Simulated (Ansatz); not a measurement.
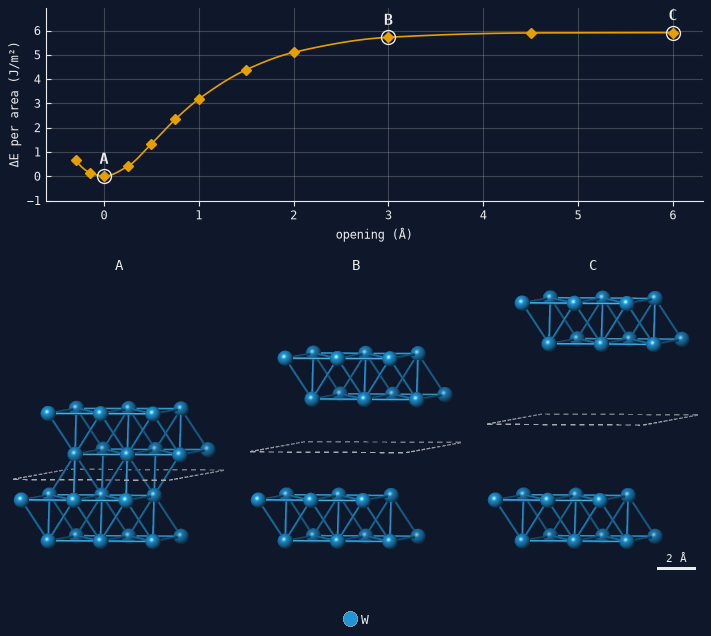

Energy scan for solid W (Fm-3m), in which the crystal is pulled apart rigidly along the normal of the (1 1 1) plane of the conventional cell, at a cut between a plane of W below and one of W above, 2.31 Å apart. One cut stands in each cell, which starts 13.8 Å high; nothing is relaxed, and the dashed outline marks the cut. The lettered frames are marked on the plot. The picture is a ball-and-stick view of the layers on both sides of the cut, seen from the side, nearly along the cut plane.

Computed with DFT PBEsol, scalar-relativistic, plane waves, PAW (Ansatz 0.2.0). Settings: plane-wave cutoff 420 eV; k-point mesh 24 × 24 × 5; occupations gaussian; smearing width 0.15 eV; no spin polarisation. Energies (free energies at the smearing named) are counted from the relaxed crystal.

Q: Read off the main features of the energy profile.

A: At the widest opening, 6.00 Å, the energy has risen by 5.91 J/m², where the curve has levelled off: this is the ideal work of separation, the sum of the two unrelaxed surface energies of a slab 13.8 Å thick. The steepest rise lies between 0.50 Å and 0.75 Å, with a mean traction of about 40 GPa. Pressing the cut together by 0.30 Å costs 0.65 J/m².

The computed points:

| opening (Å) | ΔE per area (J/m²) |
| --- | --- |
| −0.30 | 0.65 |
| −0.15 | 0.15 |
| 0.00 | 0.00 |
| 0.25 | 0.41 |
| 0.50 | 1.33 |
| 0.75 | 2.34 |
| 1.00 | 3.18 |
| 1.50 | 4.38 |
| 2.00 | 5.10 |
| 3.00 | 5.72 |
| 4.50 | 5.90 |
| 6.00 | 5.91 |
